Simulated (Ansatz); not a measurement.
Take the following structure.

```cif
data_structure
_symmetry_space_group_name_H-M 'P -4 3 m'
_symmetry_Int_Tables_number 215
_cell_length_a 4.4070
_cell_length_b 4.4070
_cell_length_c 4.4070
_cell_angle_alpha 90.000
_cell_angle_beta 90.000
_cell_angle_gamma 90.000
_cell_volume 85.59
loop_
_atom_site_label
_atom_site_type_symbol
_atom_site_symmetry_multiplicity
_atom_site_Wyckoff_symbol
_atom_site_fract_x
_atom_site_fract_y
_atom_site_fract_z
_atom_site_occupancy
Al1 Al 3 c 0.50000 0.50000 0.00000 1
Ga1 Ga 1 a 0.00000 0.00000 0.00000 1
N1 N 4 e 0.74471 0.74471 0.25529 1
```

Work out the structure from the coordinates.

Answer. The structure is one of Al₃GaN₄. Its lattice is primitive cubic, its space group P-43m (No. 215). It has 8 atoms to the cell (3 Al, 1 Ga, 4 N). The polyhedra are GaN4 tetrahedra; they share no atoms with one another. Each Al has four N in a tetrahedral arrangement at 1.90 Å. The neighbours of Ga are four N in a tetrahedral arrangement at 1.95 Å. Each N atom is coordinated by three Al and one Ga in a tetrahedral arrangement (1.90 Å to Al, 1.95 Å to Ga). The bonds build a three-dimensional framework.

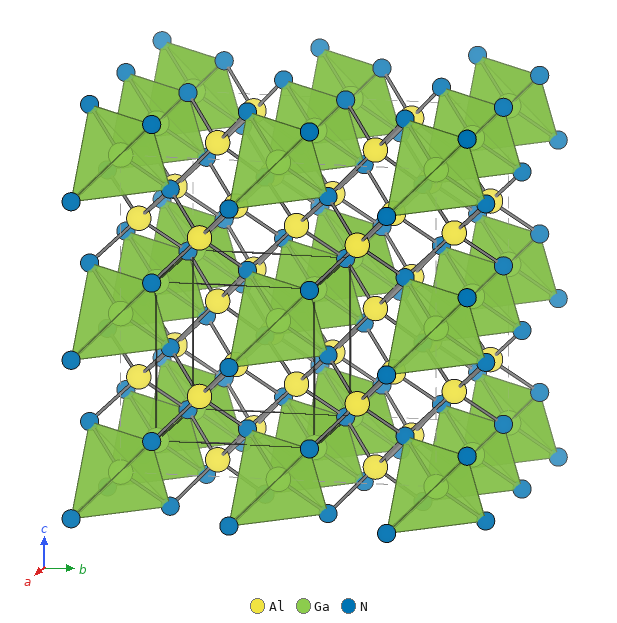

Crystal structure, polyhedral style, seen slightly off an axis. A 2×2×2 array of cells is drawn; the conventional unit cell has the solid edges. A few atoms beyond the faces are included.

The structure comes from a structure listed in the Materials Project. Earlier steps of the study may have refined or changed the cell and positions. It was run through Ansatz as a DFT input.
